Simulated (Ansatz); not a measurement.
Consider V.

The calculation's input:

```
crystal:
  lattice:
    - [-1.453776, 1.453776, 1.51435]
    - [1.453776, -1.453776, 1.51435]
    - [1.453776, 1.453776, -1.51435]
  atoms:
    - { symbol: V, position: [0.0, 0.0, 0.0], spin: 2.0 }
hamiltonian:
  xc: pbe
  pseudopotentials: { kind: paw }
magnetization:
  spin_polarized: true
kpoints:
  mp_grid: { grid: [9, 9, 9] }
scf:
  occupations: { method: fermi_dirac, width: 0.05 }
output:
  forces: true
  stress: true
  eigenvalues: true
  write_density: true
  write_potential: true
  elf: true
  volumetric_format: npy
```

Run with:

```sh
ansatz run input.yaml --threads 2 --pin off --max-ram 5632MiB --backend cpu --events-out ev --progress --plain --runs-dir out
```

Below, planes, directions and counts refer to the conventional cell (a = 2.91 Å, b = 2.91 Å, c = 3.03 Å, α = 90.00°, β = 90.00°, γ = 90.00°).

Space group I4/mmm; computed pressure about 10 GPa in this cell; the program warned that a starting moment wasn't kept; spin-polarised, but the moments vanished.

All numbers below come from Kohn-Sham DFT of a periodic cell, PBE, Ansatz PAW (Ansatz).

### What will maps of the valence pseudo-density and electron localisation function show?

V–V (2.55 Å): ρ at the midpoint is about 0.31 e/Å³; the ELF is about 0.25 at the midpoint: no shared electron pair shows on this line.

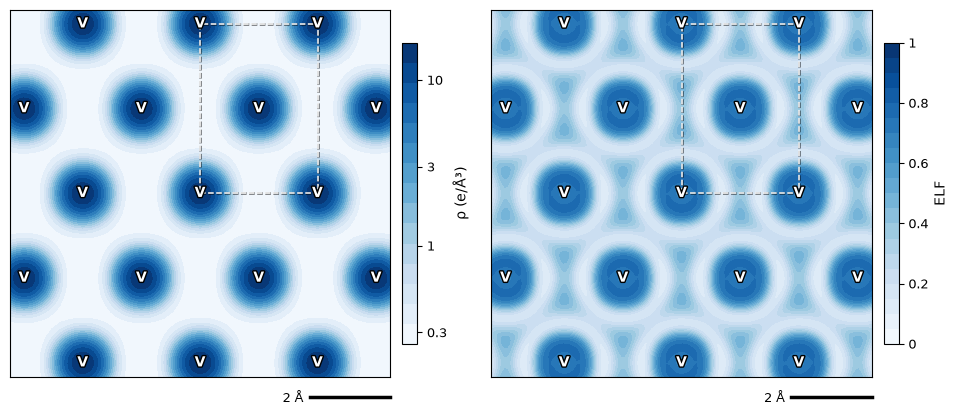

Computed valence pseudo-density and electron localisation function on the (011̄) plane of the conventional cell, in this order. 
